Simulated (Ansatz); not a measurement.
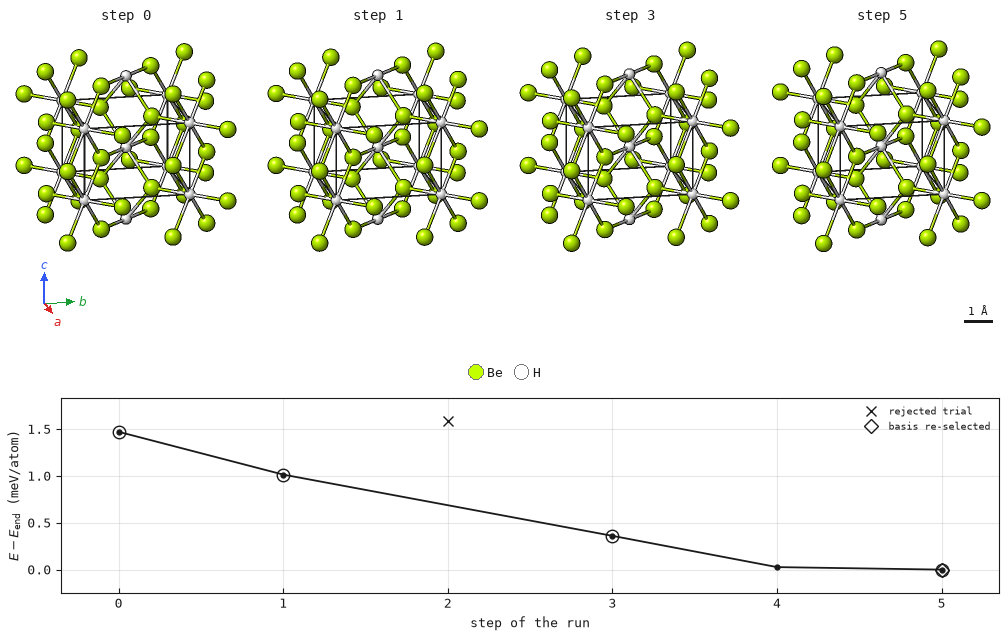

Frames of a relaxation of crystalline Be2H (set up in P4_2/mnm), marked on the history of the run. Style: ball-and-stick. Shown: the cell of the calculation, slightly off an axis.

Case: 2 H put on empty site 1 of 1 host cells, relaxed.

Theory: DFT PBE, scalar-relativistic, plane waves, PAW in Ansatz 0.2.0.

Input file:
```yaml
crystal:
  lattice:
    - [3.8822428277, 0.0, 0.0]
    - [0.0, 3.8822428277, 0.0]
    - [0.0, 0.0, 2.6753575817]
  atoms:
    - { symbol: Be, position: [0.2974654736, 0.2974654736, 0.0] }
    - { symbol: Be, position: [0.7025345264, 0.7025345264, 1.0] }
    - { symbol: Be, position: [0.2025345264, 0.7974654736, 0.5] }
    - { symbol: Be, position: [0.7974654736, 0.2025345264, 0.5] }
    - { symbol: H, position: [0.0, 0.0, 0.0] }
    - { symbol: H, position: [0.5, 0.5, 0.5] }
basis:
  ecutwfc: 420
kpoints:
  mp_grid: { grid: [8, 8, 12] }
hamiltonian:
  xc: pbe
scf:
  occupations: { method: gaussian, width: 0.1 }
output:
  forces: true
  stress: true
  eigenvalues: true
relax:
  adjacent_minimum: "off"
  f_tol: 0.025
  max_steps: 70
  cell: { stress_tol: 0.12 }
```

Launched with:
```bash
ansatz run input.yaml --threads 2 --pin off --max-ram 5120MiB --backend cpu --events-out ev --progress --plain --runs-dir out
```

What happens along the run?

The largest moves relative to the cell, 0.005 Å, are those of Be1, Be2, Be3 and Be4. Be1 goes along [1 1 0]. H stays in place. Cell: a = b 3.882 → 3.835 Å (−1.2 %), c 2.675 → 2.750 Å (+2.8 %). Volume +0.3 %. Near-neighbour distances that change, for instance: Be1–H6 1.740 → 1.757 Å, Be1–H5 1.633 → 1.619 Å. The space group stays P4_2/mnm (No. 136). Over 3 accepted moves (5 points after the start) the energy falls by 1.5 meV per atom. The largest force component goes from 0.022 to 0.0026 eV/Å. The pressure goes from −0.25 to 0.02 GPa. The line search rejected the trial step at point 2 of the run. At 1 point the geometry stayed and the basis and grid were re-selected for the new cell (energy shift of less than 0.05 meV per atom at most each time). From step 0 to 1: energy −0.5 meV per atom. From step 1 to 3: energy −0.7 meV per atom. From step 3 to 5: volume +0.3 %, energy −0.4 meV per atom.

```json
{"step": "0", "E − E(0), meV/atom": "0.00", "largest force component, eV/Å": "0.0221", "pressure, GPa": "-0.25", "volume, Å³/atom": "6.720", "note": ""}
{"step": "1", "E − E(0), meV/atom": "-0.46", "largest force component, eV/Å": "0.0091", "pressure, GPa": "-0.03", "volume, Å³/atom": "6.715", "note": ""}
{"step": "2", "E − E(0), meV/atom": "0.11", "largest force component, eV/Å": "0.0126", "pressure, GPa": "-0.59", "volume, Å³/atom": "6.809", "note": "rejected"}
{"step": "3", "E − E(0), meV/atom": "-1.11", "largest force component, eV/Å": "0.0065", "pressure, GPa": "0.10", "volume, Å³/atom": "6.722", "note": ""}
{"step": "4", "E − E(0), meV/atom": "-1.44", "largest force component, eV/Å": "0.0027", "pressure, GPa": "0.02", "volume, Å³/atom": "6.742", "note": ""}
{"step": "5", "E − E(0), meV/atom": "-1.47", "largest force component, eV/Å": "0.0026", "pressure, GPa": "0.02", "volume, Å³/atom": "6.742", "note": "same geometry, new basis"}
```
